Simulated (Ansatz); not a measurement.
# NaH: geometry relaxation (part 3 of 3)

Continued. System: NaH (2 atoms in the cell). Method: DFT PBEsol, scalar-relativistic, plane waves, PAW, spin-polarised (Ansatz 0.2.0); cutoff 420 eV, 1×1×28 k-mesh, Gaussian smearing of 0.05 eV, collinear spins. The structure derives from an entry of the Crystallography Open Database. It belongs to a series of runs on one base structure; here: strip chain of atoms.

Geometry of the input (Å; fractional positions):
```
10.9000  0.0000  0.0000
0.0000  9.3000  0.0000
0.0000  0.0000  2.2855
Na 0.4110  0.5000  0.0000
H  0.5890  0.5000  0.5000
```

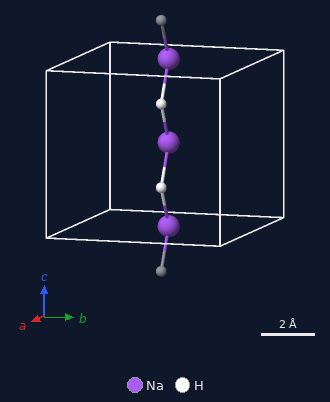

*The geometry at step 12 of the log (ball-and-stick view of the 2 repeat of the cell, with the vacuum cut short, seen slightly off an axis; neighbours outside the cell are drawn fainter).*

What the program printed, continued:
```
SCF iter   1: F=—  HF=-1491.154182 eV  |F-HF|=—  |Δ(HF+E_count)|=         —  Δρ=3.72e-5 (↑3.72e-5 ↓3.72e-5)  dr2=1.38e-6  dr2_m=5.80e-12  M=0.000 μB ∫|m|=0.000 μB  β_m=0.30  ethr=3.89e-8  ⟨swp⟩=3.9  Hψ=3000  notcnv=0
preconditioner: auto → Resta (q_TF=auto, 1.471 Å⁻¹)  ε∞=1.2  [insulator: Δε(μ)=3.918 eV  Ē_g=5.625 eV  σ=0.050 eV  W_gap=1.00  n_scr=20 (ndim 8)  ℏωp=2.6 eV  f_vac=0.817  D(μ)=0.00/eV (n_scr^D=0)  ε∞_Penn≈1.2  vacuum switching on, ρ_ref=2.3e-3 e/Å³]
spin=Collinear: Resta preconditioning applied to the charge; magnetization (m = ρ↑ − ρ↓) channel mixes plain (no charge-response kernel on spin).
SCF iter   2: F=—  HF=-1491.155584 eV  |F-HF|=—  |Δ(HF+E_count)|=   1.40e-3  Δρ=2.60e-5 (↑2.60e-5 ↓2.60e-5)  dr2=2.69e-7  dr2_m=3.06e-12  M=0.000 μB ∫|m|=0.000 μB  β_m=0.37  ethr=1.38e-8  ⟨swp⟩=2.0  Hψ=330  notcnv=0
SCF iter   3: F=—  HF=-1491.156831 eV  |F-HF|=—  |Δ(HF+E_count)|=   1.25e-3  Δρ=1.44e-5 (↑1.44e-5 ↓1.44e-5)  dr2=1.58e-7  dr2_m=1.11e-12  M=0.000 μB ∫|m|=0.000 μB  β_m=0.68  ethr=2.69e-9  ⟨swp⟩=2.7  Hψ=456  notcnv=0
SCF iter   4: F=—  HF=-1491.157543 eV  |F-HF|=—  |Δ(HF+E_count)|=   7.12e-4  Δρ=5.35e-6 (↑5.35e-6 ↓5.35e-6)  dr2=3.50e-8  dr2_m=1.68e-13  M=0.000 μB ∫|m|=0.000 μB  β_m=0.78  ethr=1.58e-9  ⟨swp⟩=2.6  Hψ=472  notcnv=0
SCF iter   5: F=—  HF=-1491.157716 eV  |F-HF|=—  |Δ(HF+E_count)|=   1.73e-4  Δρ=1.07e-6 (↑1.07e-6 ↓1.07e-6)  dr2=1.38e-9  dr2_m=1.08e-14  M=0.000 μB ∫|m|=0.000 μB  β_m=0.70  ethr=3.50e-10  ⟨swp⟩=2.7  Hψ=446  notcnv=0
SCF iter   6: F=—  HF=-1491.157728 eV  |F-HF|=—  |Δ(HF+E_count)|=   1.15e-5  Δρ=2.62e-7 (↑2.62e-7 ↓2.61e-7)  dr2=1.31e-9  dr2_m=1.85e-15  M=0.000 μB ∫|m|=0.000 μB  β_m=0.85  ethr=1.38e-11  ⟨swp⟩=3.8  Hψ=586  notcnv=0
SCF iter   7: F=—  HF=-1491.157729 eV  |F-HF|=—  |Δ(HF+E_count)|=   1.37e-6  Δρ=6.04e-8 (↑5.98e-8 ↓6.04e-8)  dr2=8.90e-11  dr2_m=2.50e-15  M=0.000 μB ∫|m|=0.000 μB  β_m=0.77  ethr=1.31e-11  ⟨swp⟩=2.6  Hψ=348  notcnv=0
SCF iter   8: F=—  HF=-1491.157754 eV  |F-HF|=—  |Δ(HF+E_count)|=   2.47e-5  Δρ=3.92e-7 (↑3.92e-7 ↓3.92e-7)  dr2=4.13e-9  dr2_m=2.37e-16  M=0.000 μB ∫|m|=0.000 μB  β_m=0.77  ethr=1.00e-12  ⟨swp⟩=5.1  Hψ=718  notcnv=0
SCF iter   9: F=—  HF=-1491.157754 eV  |F-HF|=—  |Δ(HF+E_count)|=  4.39e-10  Δρ=3.90e-7 (↑3.90e-7 ↓3.90e-7)  dr2=4.10e-9  dr2_m=3.71e-16  M=0.000 μB ∫|m|=0.000 μB  β_m=0.58  ethr=1.00e-12  ⟨swp⟩=1.5  Hψ=316  notcnv=0
SCF iter  10: F=—  HF=-1491.157754 eV  |F-HF|=—  |Δ(HF+E_count)|=   6.69e-9  Δρ=3.74e-7 (↑3.74e-7 ↓3.74e-7)  dr2=3.94e-9  dr2_m=9.71e-14  M=0.000 μB ∫|m|=0.000 μB  β_m=0.48  ethr=1.00e-12  ⟨swp⟩=2.0  Hψ=330  notcnv=0
SCF iter  11: F=—  HF=-1491.157754 eV  |F-HF|=—  |Δ(HF+E_count)|=   3.53e-9  Δρ=3.61e-7 (↑3.61e-7 ↓3.61e-7)  dr2=3.58e-9  dr2_m=7.07e-15  M=0.000 μB ∫|m|=0.000 μB  β_m=0.42  ethr=1.00e-12  ⟨swp⟩=2.0  Hψ=330  notcnv=0
SCF iter  12: F=—  HF=-1491.157754 eV  |F-HF|=—  |Δ(HF+E_count)|=   7.54e-9  Δρ=2.57e-7 (↑2.57e-7 ↓2.57e-7)  dr2=1.80e-9  dr2_m=1.95e-14  M=0.000 μB ∫|m|=0.000 μB  β_m=0.52  ethr=1.00e-12  ⟨swp⟩=2.0  Hψ=330  notcnv=0
SCF iter  13: F=—  HF=-1491.157754 eV  |F-HF|=—  |Δ(HF+E_count)|=   7.83e-9  Δρ=8.48e-8 (↑8.48e-8 ↓8.45e-8)  dr2=1.85e-10  dr2_m=1.29e-14  M=0.000 μB ∫|m|=0.000 μB  β_m=0.76  ethr=1.00e-12  ⟨swp⟩=3.0  Hψ=472  notcnv=0
SCF iter  14: F=—  HF=-1491.157754 eV  |F-HF|=—  |Δ(HF+E_count)|=  4.40e-10  Δρ=2.05e-8 (↑2.01e-8 ↓2.05e-8)  dr2=9.57e-12  dr2_m=1.18e-15  M=0.000 μB ∫|m|=0.000 μB  β_m=0.88  ethr=1.00e-12  ⟨swp⟩=2.0  Hψ=330  notcnv=0
SCF iter  15: F=—  HF=-1491.157754 eV  |F-HF|=—  |Δ(HF+E_count)|=  4.03e-10  Δρ=1.67e-8 (↑1.66e-8 ↓1.67e-8)  dr2=7.51e-12  dr2_m=4.38e-17  M=0.000 μB ∫|m|=0.000 μB  β_m=0.94  ethr=1.00e-12  ⟨swp⟩=5.3  Hψ=1252  notcnv=0
SCF iter  16: F=-1491.157754 eV  HF=-1491.157754 eV  |F-HF|=2.27e-13  |Δ(HF+E_count)|=  2.86e-11  Δρ=1.09e-9 (↑1.06e-9 ↓1.09e-9)  dr2=2.88e-14  dr2_m=1.83e-18  M=0.000 μB ∫|m|=0.000 μB  ethr=1.00e-12  ⟨swp⟩=6.0  Hψ=1122  notcnv=0
the starting moments were not kept: the SCF closed with an absolute magnetisation of 1.0e-9 μB, where they sum to 0.5 μB in size (1 site). That is at most 0.1 of that sum. Measured as dr2_m measures the in/out step, that magnetisation stands 3.3e-19 eV from none, at or under the dr2_threshold of 7.2e-12 eV: it is no larger than a step whose dr2_m would equal this threshold.
SCF 24 converged in 16 iterations: F = -1491.157754 eV  dr2 = 2.88e-14
relax step  24: F+E_penalty+E_count = -1491.15775374 eV  Δ(F+E_penalty+E_count) = -1.281e-4 eV  max|allowed force component| = 7.405e-5 eV/Å  Δτ_max = 0.0000 Å  P = -0.002 GPa  Ω = 406.850 Å³  fix = [a, b, alpha, beta, gamma]  reactions: a -0.001, b -0.006 GPa  stress off target by 1.40e-3 GPa on what of the cell is left free  SCF on the basis re-selected at this cell (its energy is not comparable with the rows above)  (16 SCF iters)
basis re-selected at this cell: Δ(F+E_penalty+E_count) = -1.281e-4 eV, ΔP = -0.000 GPa vs the last step (what re-selecting the basis moved, of the pressure what is left beyond the Pulay correction that the steps carried, after the strain that the cell walked since its last selection, with what the two solves' SCF thresholds leave and, on support functions, any second-order correction that the steps lacked; it is no measure of the basis error at this ecutwfc). This SCF's stress stands 1.40e-3 GPa from its target on what of the cell is left free (relax.cell.stress_tol is 3.00e-2 GPa) and its largest allowed force component is 7.41e-5 eV/Å (relax.f_tol is 1.00e-2 eV/Å): within both
WARN: The output density's exchange-correlation potential varies sharply where the density is thin. Do not read a vacuum level from v_tot or v_xc, or from such a field of the output density. On a cell that repeats whose density bears no net charge and no dipole along the vacuum's axis use v_es (v_loc + v_h of the components); under efield.dipole_correction with no amplitude use v_es + v_field, which holds any external_charges[].barrier, or the levels of the report's work_function block, which leave it out; under a non-zero efield.amplitude the vacuum is tilted and has no level; on a cell that repeats and bears such a dipole with no correction it is tilted too, and efield.dipole_correction with no amplitude gives each side of its ramp a level where efield: is served; in a cell that repeats whose density bears a net charge (total_charge, or a fill off its count) it is curved and has none; of a slab under crystal.periodic whose density bears no net charge use v_es, which has a level on each side, short of where the two are joined; of another it falls or rises all the way out and has none; of a slab beside external_charges read slab_vacuum_level instead, which it has where they leave it neutral. The grid or the basis barely resolves most such structure, and the values can differ between equally converged runs; as a rule a tighter scf.convergence.dr2_threshold does not remove it. Where the density itself ripples (under the LDA too) a higher basis.ecutwfc lessens it. The files hold the spikes' plane waves up to the density's cutoff. Files: v_tot_of_output_density and the like, and their columns of v_z.tsv (output.write_potential); v_xc_of_output_density and the like, and their columns of v_comp_z.tsv (output.write_potential_components). Measured: with its Gaussian average of σ = 0.25 Å subtracted twice, the exchange-correlation potential is over 0.1 eV at 4801 of the grid points where the equally averaged density (valence and model cores) is under 1e-3 e/Å³, and 1.71 eV at the most among them, at an averaged density of 1.7e-5 e/Å³. The input density's (outcome.potential() and, of a run that writes arrays, v_tot and v_xc) is over 0.1 eV, so measured, at 4797 points of its own thin density, 1.71 eV at the most. See output.write_potential in the manual, Limitations
SCF converged after 16 iterations
Magnetization: 0.0000 μB (5.0000 up, 5.0000 down)
Absolute magnetization: 0.0000 μB (∫|ρ↑−ρ↓|, with the PAW one-centre terms)
Spin contamination: 0.0000 ħ² per cell (⟨S²⟩ above its minimum at these occupations)
Per-site moments (μB) at R_I (Å): [(1.0413660435725358e-11, 0.8277879244773293), (-4.206795717721134e-10, 0.8277879244773293)]
Free energy (F): -1491.157754 eV
Harris-Foulkes:  -1491.157754 eV  (|F-HF|=2.27e-13)
Internal energy: -1491.157754 eV  (E = F + TS)
E sigma→0 (E₀):  -1491.157754 eV
Fermi energy:    -2.157023 eV
--- Per-component energies (eV) ---
  E_band       = -278.740941
  E_kinetic    = 133.175788
  E_local      = -2274.490046  (includes V_loc(G=0)·N_el)
  E_nonlocal   = 117.313645
  E_hartree    = 922.401458
  E_xc         = -46.455110
  E_vxc        = -60.093260  (∫ρ·V_xc dr)
  E_paw        = -253.828287  (= ΣΔE_a)
  E_vpaw       = -39.448862  (= ΣTr[D̂ρ^β])
  E_aug_tail   = -0.001123  (compensation charges beyond the density's cutoff)
  E_ewald      = -89.328773
  E_core_change = 0.054694  (= ΣΔE_core)
  E_smearing   = -0.000000  (= −TS)
  E_closure    = 0.000000  (closes the sum)
  Σ components = -1491.157754   (vs F -1491.157754, Δ=0.00e0)
--- Forces (eV/Å), atoms counted from 1 ---
  atom   1  Na    -0.00007405     0.00000000     0.00000000
  atom   2  H      0.00007405    -0.00000000     0.00000000
  max |Σ_I F_I| component: 1.05e-9 eV/Å
--- Stress (GPa, compression-positive) ---
       -0.000878       0.000000      -0.000000
        0.000000      -0.005550      -0.000000
       -0.000000      -0.000000       0.001402
  P = ⅓ Tr σ = -0.0017 GPa (-0.017 kbar)
--- Band table (eV; the first three rows and the last of 30) ---
  k-point 0 ↑: bands = ["-54.6365", "-26.7781", "-26.7780", "-26.6064", "-4.9407", "-0.1744", "0.0235", "0.2283", "1.0075", "1.7742"]
  k-point 1 ↑: bands = ["-54.6365", "-26.7781", "-26.7780", "-26.6066", "-4.9326", "-0.1649", "0.0352", "0.2399", "1.0190", "1.7797"]
  k-point 2 ↑: bands = ["-54.6365", "-26.7781", "-26.7780", "-26.6073", "-4.9085", "-0.1364", "0.0701", "0.2746", "1.0534", "1.7954"]
  k-point 14 ↓: bands = ["-54.6361", "-26.7772", "-26.7772", "-26.6243", "-4.1396", "0.3127", "2.1752", "2.2620", "2.3528", "2.4429"]
--- Relaxed structure (21 steps of the walk, 21 accepted, 3 SCFs on fresh bases) ---
  F+E_penalty+E_count = -1491.15775374 eV   max|allowed force component| = 7.405e-5 eV/Å   (the final SCF, on the basis selected at the relaxed cell)
  cell:  # Å, volume = 406.8502 Å³
    - [10.9, 0.0, 0.0]
    - [0.0, 9.3, 0.0]
    - [0.0, 0.0, 4.0135171928284885]
  atoms:
    - { symbol: Na, position: [0.5000084121976297, 0.5, 0.0] }
    - { symbol: H, position: [0.4999915878023703, 0.5, 0.49999999999999994] }
--- Löwdin populations: 2 sites ---
  site symbol       q [e]    m [muB]
     0     Na      8.4023     0.0000
     1      H      1.5803    -0.0000
  spilling = 0.001743 (of n_electrons = 10.000000)
```

File populations.tsv:
```
# site	symbol	l	j	q_up	q_dn
# orbitals = lowdin
# n_electrons = 10.000000
# spilling = 0.001743
0	Na	0_2S	-	0.998817	0.998817
0	Na	0_3S	-	0.202656	0.202656
0	Na	1_2P	-	2.999675	2.999675
1	H	0_1S	-	0.790136	0.790136
```

Trajectory as extended XYZ (Å, eV, eV/Å), 24 frames, from step=1 to step=24:
```
2
Lattice="10.9000 0.0000 0.0000 0.0000 9.3000 0.0000 0.0000 0.0000 2.2855" Properties=species:S:1:pos:R:3:forces:R:3 step=1 energy=-1489.13584 pressure_GPa=0.45
Na    4.4797    4.6500    0.0000    0.4447   0.0000   0.0000
H     6.4203    4.6500    1.1427   -0.4447   0.0000   0.0000
2
Lattice="10.9000 0.0000 0.0000 0.0000 9.3000 0.0000 0.0000 0.0000 2.3486" Properties=species:S:1:pos:R:3:forces:R:3 step=2 energy=-1489.31211 pressure_GPa=1.00
Na    4.6522    4.6500    0.0000   -0.1387   0.0000   0.0000
H     6.2478    4.6500    1.1743    0.1387   0.0000   0.0000
2
Lattice="10.9000 0.0000 0.0000 0.0000 9.3000 0.0000 0.0000 0.0000 2.4574" Properties=species:S:1:pos:R:3:forces:R:3 step=3 energy=-1489.50556 pressure_GPa=0.92
Na    4.6833    4.6500    0.0000   -0.0966   0.0000   0.0000
H     6.2166    4.6500    1.2287    0.0966   0.0000   0.0000
2
Lattice="10.9000 0.0000 0.0000 0.0000 9.3000 0.0000 0.0000 0.0000 2.5707" Properties=species:S:1:pos:R:3:forces:R:3 step=4 energy=-1489.69260 pressure_GPa=0.75
Na    4.6975    4.6500    0.0000    0.1091   0.0000   0.0000
H     6.2025    4.6500    1.2854   -0.1091   0.0000   0.0000
2
Lattice="10.9000 0.0000 0.0000 0.0000 9.3000 0.0000 0.0000 0.0000 2.6822" Properties=species:S:1:pos:R:3:forces:R:3 step=5 energy=-1489.89497 pressure_GPa=0.86
Na    4.7552    4.6500    0.0000    0.2909   0.0000   0.0000
H     6.1448    4.6500    1.3411   -0.2909   0.0000   0.0000
2
Lattice="10.9000 0.0000 0.0000 0.0000 9.3000 0.0000 0.0000 0.0000 2.7939" Properties=species:S:1:pos:R:3:forces:R:3 step=6 energy=-1490.10822 pressure_GPa=0.87
Na    4.8351    4.6500    0.0000   -0.0772   0.0000   0.0000
H     6.0649    4.6500    1.3970    0.0772   0.0000   0.0000
2
Lattice="10.9000 0.0000 0.0000 0.0000 9.3000 0.0000 0.0000 0.0000 2.9054" Properties=species:S:1:pos:R:3:forces:R:3 step=7 energy=-1490.26916 pressure_GPa=0.56
Na    4.8386    4.6500    0.0000    0.1213   0.0000   0.0000
H     6.0614    4.6500    1.4527   -0.1213   0.0000   0.0000
2
Lattice="10.9000 0.0000 0.0000 0.0000 9.3000 0.0000 0.0000 0.0000 3.0193" Properties=species:S:1:pos:R:3:forces:R:3 step=8 energy=-1490.39512 pressure_GPa=0.38
Na    4.8843    4.6500    0.0000    0.0617   0.0000   0.0000
H     6.0157    4.6500    1.5097   -0.0617   0.0000   0.0000
2
Lattice="10.9000 0.0000 0.0000 0.0000 9.3000 0.0000 0.0000 0.0000 3.1307" Properties=species:S:1:pos:R:3:forces:R:3 step=9 energy=-1490.47265 pressure_GPa=0.15
Na    4.9259    4.6500    0.0000    0.0501   0.0000   0.0000
H     5.9741    4.6500    1.5654   -0.0501   0.0000   0.0000
2
Lattice="10.9000 0.0000 0.0000 0.0000 9.3000 0.0000 0.0000 0.0000 3.2422" Properties=species:S:1:pos:R:3:forces:R:3 step=10 energy=-1490.50122 pressure_GPa=-0.11
Na    4.9728    4.6500    0.0000    0.0386   0.0000   0.0000
H     5.9272    4.6500    1.6211   -0.0386   0.0000   0.0000
2
Lattice="10.9000 0.0000 0.0000 0.0000 9.3000 0.0000 0.0000 0.0000 3.2457" Properties=species:S:1:pos:R:3:forces:R:3 step=11 energy=-1490.50161 pressure_GPa=-0.10
Na    4.9851    4.6500    0.0000   -0.0048   0.0000   0.0000
H     5.9149    4.6500    1.6229    0.0048   0.0000   0.0000
2
Lattice="10.9000 0.0000 0.0000 0.0000 9.3000 0.0000 0.0000 0.0000 3.2457" Properties=species:S:1:pos:R:3:forces:R:3 step=12 energy=-1490.72500 pressure_GPa=0.51
Na    4.9851    4.6500    0.0000   -0.0079   0.0000   0.0000
H     5.9149    4.6500    1.6229    0.0079   0.0000   0.0000
2
Lattice="10.9000 0.0000 0.0000 0.0000 9.3000 0.0000 0.0000 0.0000 3.3600" Properties=species:S:1:pos:R:3:forces:R:3 step=13 energy=-1490.82865 pressure_GPa=0.44
Na    5.0373    4.6500    0.0000   -0.0020   0.0000   0.0000
H     5.8627    4.6500    1.6800    0.0020   0.0000   0.0000
2
Lattice="10.9000 0.0000 0.0000 0.0000 9.3000 0.0000 0.0000 0.0000 3.4718" Properties=species:S:1:pos:R:3:forces:R:3 step=14 energy=-1490.91584 pressure_GPa=0.35
Na    5.0801    4.6500    0.0000    0.0433   0.0000   0.0000
H     5.8199    4.6500    1.7359   -0.0433   0.0000   0.0000
2
Lattice="10.9000 0.0000 0.0000 0.0000 9.3000 0.0000 0.0000 0.0000 3.5832" Properties=species:S:1:pos:R:3:forces:R:3 step=15 energy=-1490.99017 pressure_GPa=0.27
Na    5.1352    4.6500    0.0000    0.0641   0.0000   0.0000
H     5.7648    4.6500    1.7916   -0.0641   0.0000   0.0000
2
Lattice="10.9000 0.0000 0.0000 0.0000 9.3000 0.0000 0.0000 0.0000 3.6946" Properties=species:S:1:pos:R:3:forces:R:3 step=16 energy=-1491.05261 pressure_GPa=0.20
Na    5.2022    4.6500    0.0000    0.0728   0.0000   0.0000
H     5.6978    4.6500    1.8473   -0.0728   0.0000   0.0000
2
Lattice="10.9000 0.0000 0.0000 0.0000 9.3000 0.0000 0.0000 0.0000 3.8061" Properties=species:S:1:pos:R:3:forces:R:3 step=17 energy=-1491.10150 pressure_GPa=0.13
Na    5.2810    4.6500    0.0000    0.0708   0.0000   0.0000
H     5.6190    4.6500    1.9031   -0.0708   0.0000   0.0000
2
Lattice="10.9000 0.0000 0.0000 0.0000 9.3000 0.0000 0.0000 0.0000 3.9204" Properties=species:S:1:pos:R:3:forces:R:3 step=18 energy=-1491.13478 pressure_GPa=0.04
Na    5.4174    4.6500    0.0000    0.0188   0.0000   0.0000
H     5.4826    4.6500    1.9602   -0.0188   0.0000   0.0000
2
Lattice="10.9000 0.0000 0.0000 0.0000 9.3000 0.0000 0.0000 0.0000 3.9694" Properties=species:S:1:pos:R:3:forces:R:3 step=19 energy=-1491.13705 pressure_GPa=-0.02
Na    5.4488    4.6500    0.0000    0.0008   0.0000   0.0000
H     5.4512    4.6500    1.9847   -0.0008   0.0000   0.0000
2
Lattice="10.9000 0.0000 0.0000 0.0000 9.3000 0.0000 0.0000 0.0000 3.9615" Properties=species:S:1:pos:R:3:forces:R:3 step=20 energy=-1491.13712 pressure_GPa=-0.01
Na    5.4515    4.6500    0.0000   -0.0010   0.0000   0.0000
H     5.4485    4.6500    1.9808    0.0010   0.0000   0.0000
2
Lattice="10.9000 0.0000 0.0000 0.0000 9.3000 0.0000 0.0000 0.0000 3.9615" Properties=species:S:1:pos:R:3:forces:R:3 step=21 energy=-1491.15551 pressure_GPa=0.04
Na    5.4515    4.6500    0.0000   -0.0010   0.0000   0.0000
H     5.4485    4.6500    1.9808    0.0010   0.0000   0.0000
2
Lattice="10.9000 0.0000 0.0000 0.0000 9.3000 0.0000 0.0000 0.0000 4.0009" Properties=species:S:1:pos:R:3:forces:R:3 step=22 energy=-1491.15752 pressure_GPa=0.01
Na    5.4500    4.6500    0.0000    0.0000   0.0000   0.0000
H     5.4500    4.6500    2.0004    0.0000   0.0000   0.0000
2
Lattice="10.9000 0.0000 0.0000 0.0000 9.3000 0.0000 0.0000 0.0000 4.0135" Properties=species:S:1:pos:R:3:forces:R:3 step=23 energy=-1491.15763 pressure_GPa=-0.00
Na    5.4501    4.6500    0.0000   -0.0001   0.0000   0.0000
H     5.4499    4.6500    2.0068    0.0001   0.0000   0.0000
2
Lattice="10.9000 0.0000 0.0000 0.0000 9.3000 0.0000 0.0000 0.0000 4.0135" Properties=species:S:1:pos:R:3:forces:R:3 step=24 energy=-1491.15775 pressure_GPa=-0.00
Na    5.4501    4.6500    0.0000   -0.0001   0.0000   0.0000
H     5.4499    4.6500    2.0068    0.0001   0.0000   0.0000
```

Results in brief:

```csv
quantity,value
outcome,converged
electrons treated,10
free energy,−1491.1578 eV
Fermi energy,−2.157 eV
gap on the k-point mesh,3.97 eV
net moment of the cell,0.00 μB
integrated absolute moment,0.00 μB
final volume,406.85 Å³
largest force (length of the vector) at the end,under 0.001 eV/Å
hardware,"2 threads of Intel Xeon (Sapphire Rapids), 64 GiB of memory available, shared host"
wall time,2.8 min (CPU time 5.2 min)
peak memory,0.65 GiB
```

Notes:

The program warns: some starting moments were not kept; the exchange-correlation potential is rough where the density is thin.
